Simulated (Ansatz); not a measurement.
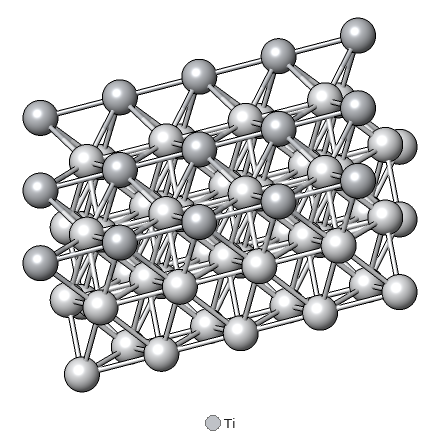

The system is S on a Ti(100) slab cut from the P6_3/mmc phase, its upper half relaxed before the scan (12 atoms of substrate and one adsorbate in a 2 × 1 cell); the picture shows it without the atoms that are moved over the map. S is moved over the surface cell; relaxed at each place: the height of the adsorbate's atoms; substrate rigid; the origin of the map has the adsorbate above Ti11. Places are given modulo a cell vector. The map is drawn in real space over the plane of the surface. The grid has 4 × 4 points; 9 points were computed and 7 follow by symmetry. Places are given in fractions of the 1 × 1 surface cell. Energies are in eV, from the lowest grid point. All numbers below come from Ansatz 0.2.0, DFT PBE, scalar-relativistic, plane waves, PAW. Settings: cutoff 420 eV, k-mesh 5×6×1, gaussian smearing 0.1 eV, no spin polarisation.

Range: position of S13 along the first surface vector from 0.00 to 0.75; position of S13 along the second surface vector from 0.00 to 0.75.

Predict the map.

Answer. The lowest grid point is at the trough between two rows of top atoms, (0/4, 2/4) of the cell vectors. The highest grid point, the top site over a surface Ti atom, (0/4, 0/4) of the cell vectors, lies 1.78 eV above the lowest. At the lowest point the adsorbate has 2 Ti at 2.40 Å as nearest neighbours, at the highest 1 Ti at 2.13 Å. Its relaxed height above the top atom is 1.10 Å at the lowest and 2.13 Å at the highest point.

| second ↓, first → | 0/4 | 1/4 | 2/4 | 3/4 |
| --- | --- | --- | --- | --- |
| 3/4 | 1.50 | 1.10 | 0.45 | 1.10 |
| 2/4 | 0.00 | 0.77 | 1.26 | 0.77 |
| 1/4 | 1.50 | 1.10 | 0.45 | 1.10 |
| 0/4 | 1.78 | 1.43 | 0.69 | 1.43 |

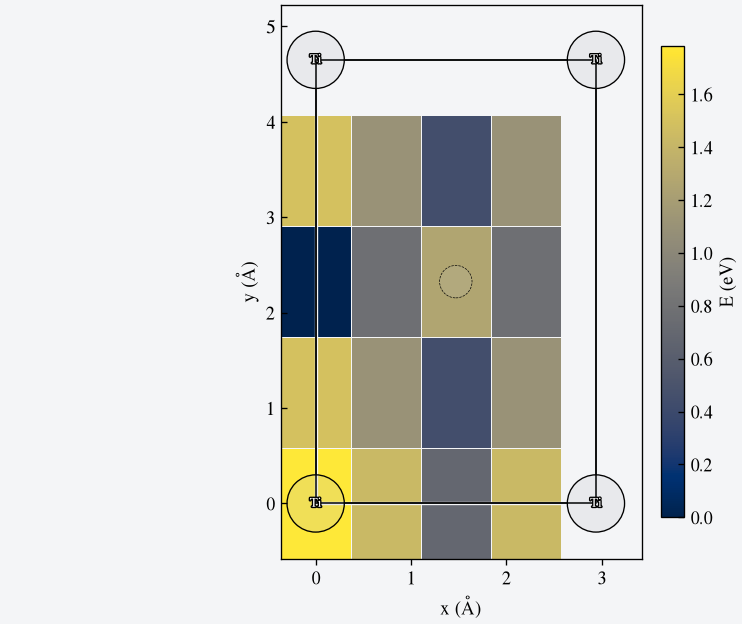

The picture shows one coloured cell a grid point, labelled circles for the atoms of the top layer and small ones for the second layer, the outline of one cell of the plane.

The whole map (9 points run) took 13 min on 4 threads of Intel(R) Xeon(R) Platinum 8259CL CPU @ 2.50GHz (Skylake/Cascade Lake), with other jobs on the host.

PAW datasets: the set soft_1.
